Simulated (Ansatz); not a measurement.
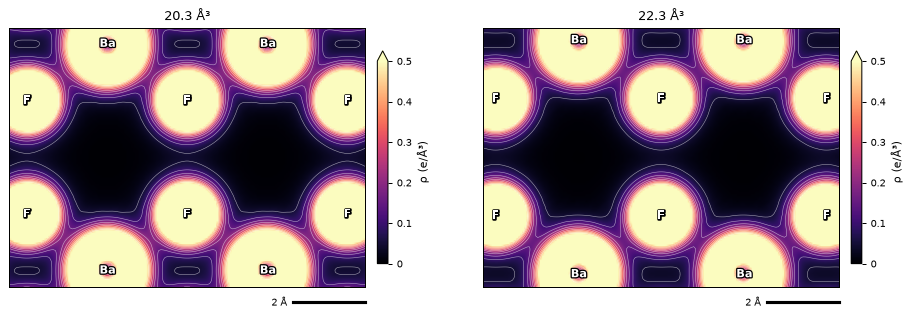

BaF2. The valence pseudo-density of cells scaled evenly to different volumes (given per atom above each panel), on the (11̄0) plane of each (indices in the axes of the cell below), at one length scale and on one colour scale.

All numbers below come from DFT PBE, scalar-relativistic, plane waves, PAW in Ansatz 0.2.0.

The largest cell:

```
Ba F
1.0
     0.00000    3.22381    3.22381
     3.22381    0.00000    3.22381
     3.22381    3.22381    0.00000
Ba F
1 2
Direct
  0.00000 0.00000 0.00000
  0.25000 0.25000 0.25000
  0.75000 0.75000 0.75000
```

| volume (Å³/atom) | Ba–F contact in the plane (Å) | ρ at its midpoint (e/Å³) | pressure (GPa) | gap on the mesh (eV) | 
| --- | --- | --- | --- | --- |
| 20.31 | 2.705 | 0.227 | 0.0 | 6.75 | 
| 20.92 | 2.731 | ? | ? | ? | 
| 22.34 | 2.792 | 0.187 | −4.1 | 6.31 | 

> Estimate the missing row, and compare with the calculation.

Over the known rows ln ρ falls by 2.23 per Å of Ba–F distance (the line through the two), which gives 0.214 e/Å³ at 2.731 Å; the calculation gives 0.214 e/Å³. For the pressure, a straight line in volume between the neighbouring rows gives −1.2 GPa; the calculation gives −1.5. For the gap on the mesh, a straight line in volume between the neighbouring rows gives 6.62 eV; the calculation gives 6.61.
